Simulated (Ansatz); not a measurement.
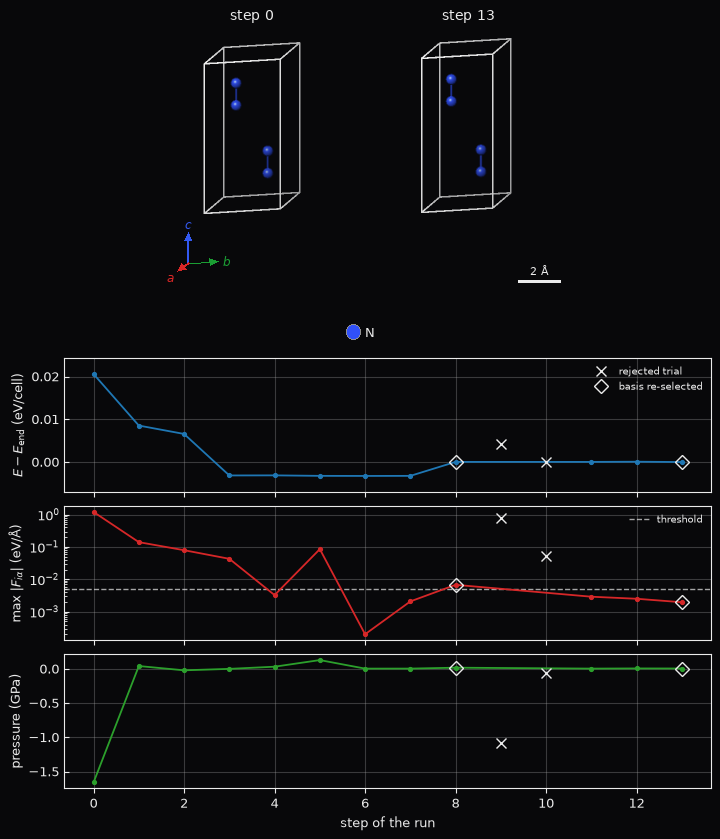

First and last geometry of a relaxation of solid N (built on the database structure type), with the history of the run. The picture is a ball-and-stick view of the cell of the calculation, seen slightly off an axis.

These are results of Ansatz 0.2.0, DFT, r2SCAN+rVV10, plane waves, PAW, not measurements. Settings: plane-wave cutoff 500 eV; k-point mesh 12 × 12 × 4; occupations fermi dirac; smearing width 0.02 eV; no spin polarisation; cell and atoms relaxed; force threshold 0.005 eV/Å.

**Read the history and describe the run.**

It converged. Over 9 accepted moves (13 points after the start) the energy falls by 20.6 meV per cell of the calculation. Largest force component: 1.2 eV/Å at the start, 0.002 eV/Å at the end. Pressure: −1.66 GPa at the start and 0.00 GPa at the end. The line search rejected the trial steps at points 9, 10 of the run. The SCF was repeated twice at an unchanged geometry on a basis and grid sized afresh for the cell, which shifted the energy by 3.3 meV per cell of the calculation at most. The largest moves relative to the cell, 0.020 Å, are those of N atoms. Cell: a = b 3.822 → 3.579 Å (−6.3 %), c 7.423 → 7.641 Å (+2.9 %). Volume −9.7 %. Among the contacts that change: N–N 1.102 → 1.094 Å. The space group stays P6_3/mmc (No. 194). Cost: 35 s on 2 threads of AMD EPYC 9R45 96-Core Processor (Zen 5), with other jobs on the host, peak memory 0.77 GiB.
